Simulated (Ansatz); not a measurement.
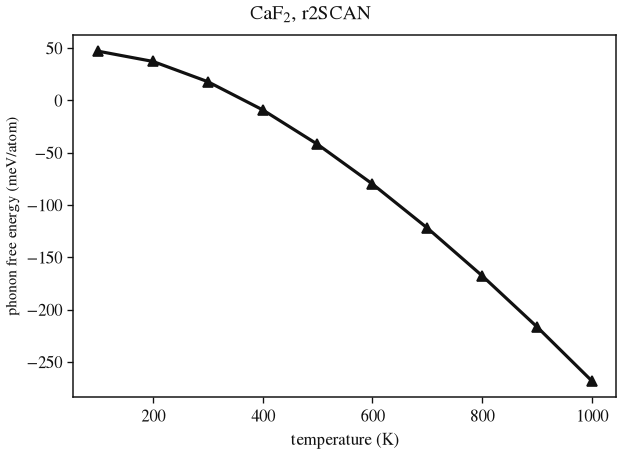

The picture above shows the phonon free energy against temperature for CaF₂, space group Fm-3m (No. 225) (cell built by us, not taken from a database).

Starting cell:
```
Ca F
1.0
     0.00000    2.71957    2.71957
     2.71957    0.00000    2.71957
     2.71957    2.71957    0.00000
Ca F
1 2
Cartesian
  0.0000 0.0000 0.0000
  1.3598 1.3598 1.3598
  4.0793 4.0793 4.0793
```

Calculation (Ansatz 0.2.0): plane-wave density functional theory, PAW datasets, Gaussian smearing 0.05 eV: harmonic lattice thermodynamics at fixed volume from displacements in the supercell given; kB is Boltzmann's constant. Level: r2SCAN, no spin polarisation.

PAW set soft_2; wave cutoff 500 eV; k mesh of unit cell 8×8×8; supercell (2, 2, 2).

From this curve and the settings, what does the calculation give for the phonon entropy and phonon heat capacity at the same points?

The phonon entropy rises from 0.531 kB/atom at temperature 100 K to 6.150 kB/atom at 1000 K. The phonon heat capacity rises from 1.154 kB/atom at temperature 100 K to 2.962 kB/atom at 1000 K.

| temperature (K) | phonon entropy (kB/atom) | phonon heat capacity (kB/atom) |
| --- | --- | --- |
| 100 | 0.531 | 1.154 |
| 200 | 1.729 | 2.240 |
| 300 | 2.721 | 2.618 |
| 400 | 3.498 | 2.775 |
| 500 | 4.127 | 2.853 |
| 600 | 4.651 | 2.896 |
| 700 | 5.100 | 2.923 |
| 800 | 5.491 | 2.941 |
| 900 | 5.838 | 2.953 |
| 1000 | 6.150 | 2.962 |
